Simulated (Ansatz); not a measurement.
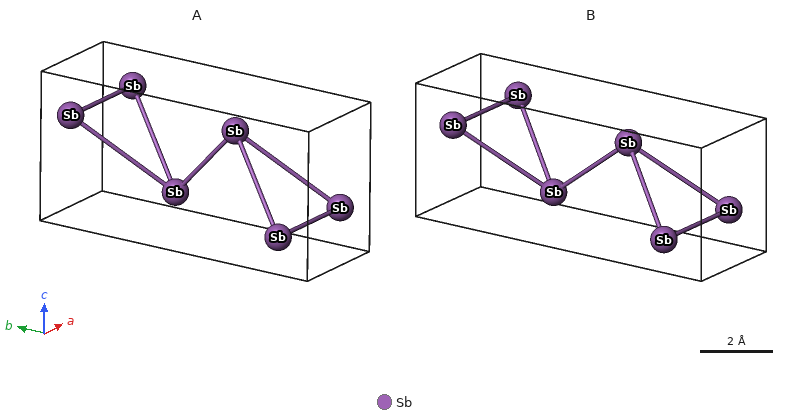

Two geometries of a crystal of Sb (built on the Ga_15 type) (coarse preliminary run), drawn at one scale. One is the start of a relaxation, the other its converged end. The picture is a ball-and-stick view of the conventional cell (2 times the calculation's cell), seen from a free direction. Lengths and directions refer to the drawn axes.

The calculation used DFT PBE, scalar-relativistic, plane waves, PAW in Ansatz. (plane-wave cutoff 420 eV; k-point mesh 6 × 6 × 4; occupations gaussian; smearing width 0.1 eV; no spin polarisation; cell and atoms relaxed; force threshold 0.04 eV/Å; at most 70 steps)

> Which one is relaxed?

Structure A is the relaxed one. Case: Ga type (C2/c, No. 15). The largest moves relative to the cell, 0.18 Å, are those of Sb atoms. The drawn cell changes as follows: a 3.274 → 3.125 Å (−4.5 %), b 9.532 → 8.921 Å (−6.4 %), c 3.944 → 4.401 Å (+11.6 %), β 92.0° → 90.4°; the volume changes by −0.2 %. Some distances before and after: Sb–Sb 3.389 → 3.664 Å, Sb–Sb 3.182 → 2.957 Å, Sb–Sb 3.456 → 3.675 Å, Sb–Sb 3.274 → 3.125 Å. Among the angles between lasting bonds that change: Sb–Sb–Sb 76.6° → 96.2°. The space group stays C2/c (No. 15). The energy falls by 0.334 eV per cell of the calculation in 6 accepted moves (7 points after the start). Largest force component: 0.55 eV/Å at the start, 0.017 eV/Å at the end. The pressure goes from −2.86 to 0.01 GPa. The SCF was repeated once at an unchanged geometry on a basis and grid sized afresh for the cell, which shifted the energy by 0.8 meV per cell of the calculation at most. The run took about 21 core-seconds on a shared host.

Limits of the set-up: the k-point mesh is coarse for a cell with partly filled bands.
